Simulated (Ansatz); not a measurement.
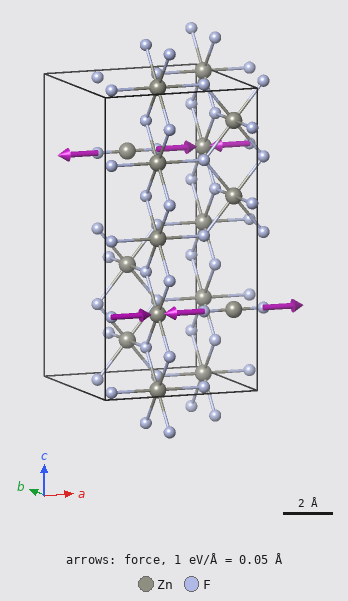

Starting geometry of a defect cell of composition Zn7F16 (started half-way along a vacancy jump, in the symmetry of that start) with the computed forces as purple arrows. A ball-and-stick model of the conventional cell (2 times the calculation's cell) (origin shifted), seen slightly off an axis. Lengths and directions refer to the drawn axes.

The calculation used Ansatz, DFT PBE, scalar-relativistic, plane waves, PAW.

Input file:
```yaml
crystal:
  lattice:
    - [4.800251152, -4.800251152, 0.0]
    - [-4.800251152, -4.800251152, 0.0]
    - [0.0, 4.800251152, -6.3503954162]
  atoms:
    - { symbol: Zn, position: [0.125, 1.125, 0.25] }
    - { symbol: Zn, position: [0.75, 0.75, 0.5] }
    - { symbol: Zn, position: [0.5, 0.5, 0.0] }
    - { symbol: Zn, position: [0.625, 0.125, 0.25] }
    - { symbol: Zn, position: [0.375, 0.875, 0.75] }
    - { symbol: Zn, position: [0.125, 0.625, 0.25] }
    - { symbol: Zn, position: [0.875, 0.375, 0.75] }
    - { symbol: F, position: [0.75, 0.445626766, 0.5] }
    - { symbol: F, position: [0.5, 0.195626766, 0.0] }
    - { symbol: F, position: [0.25, 0.945626766, 0.5] }
    - { symbol: F, position: [0.0, 0.695626766, 0.0] }
    - { symbol: F, position: [0.320626766, 0.125, 0.25] }
    - { symbol: F, position: [0.070626766, 0.875, 0.75] }
    - { symbol: F, position: [0.820626766, 0.625, 0.25] }
    - { symbol: F, position: [0.570626766, 0.375, 0.75] }
    - { symbol: F, position: [0.75, 0.054373234, 0.5] }
    - { symbol: F, position: [0.5, 0.804373234, 0.0] }
    - { symbol: F, position: [0.25, 0.554373234, 0.5] }
    - { symbol: F, position: [0.0, 0.304373234, 0.0] }
    - { symbol: F, position: [0.929373234, 0.125, 0.25] }
    - { symbol: F, position: [0.679373234, 0.875, 0.75] }
    - { symbol: F, position: [0.429373234, 0.625, 0.25] }
    - { symbol: F, position: [0.179373234, 0.375, 0.75] }
basis:
  ecutwfc: 420
kpoints:
  mp_grid: { grid: [4, 4, 4] }
hamiltonian:
  xc: pbe
scf:
  occupations: { method: gaussian, width: 0.05 }
output:
  forces: true
  stress: true
  eigenvalues: true
  write_density: true
  write_potential: true
  elf: true
  volumetric_format: npy
relax:
  adjacent_minimum: "off"
  f_tol: 0.02
  max_steps: 60
  escape_saddle: false
```

Command:
```bash
ansatz run input.yaml --threads 4 --pin off --max-ram 9216MiB --backend cpu --events-out ev --progress --plain --runs-dir out
```

Question: Is this structure relaxed? If not, where do the atoms go?

Answer: It isn't relaxed: the largest force vector, on F atoms, is 35.92 eV/Å. The final displacements follow the starting forces only in part (cosine between the two patterns 0.58). The largest moves, 0.35 Å, are those of F12 and F20. F20 goes along −a. By element the largest moves are F 0.35 Å, Zn 0.12 Å. The lattice vectors keep their values. Near-neighbour distances that change, for instance: Zn4–F12 2.066 → 1.717 Å, Zn1–F12 1.328 → 1.677 Å, Zn5–F13 2.066 → 1.914 Å, Zn5–F10 2.070 → 2.178 Å. Among the angles between lasting bonds that change: F13–Zn2–F21 79.8° → 97.4°, Zn3–F15–Zn7 129.9° → 141.6°, F13–Zn2–F22 180.0° → 168.4°. The energy falls by 10.092 eV per cell of the calculation in 5 accepted moves (6 points after the start). Largest force component: 25 eV/Å at the start, 0.0094 eV/Å at the end. 1 step only repeated the SCF at the same geometry.

Limits of the set-up: the periodic images lie only 6.8 Å apart, so the values are limited by the cell's size.
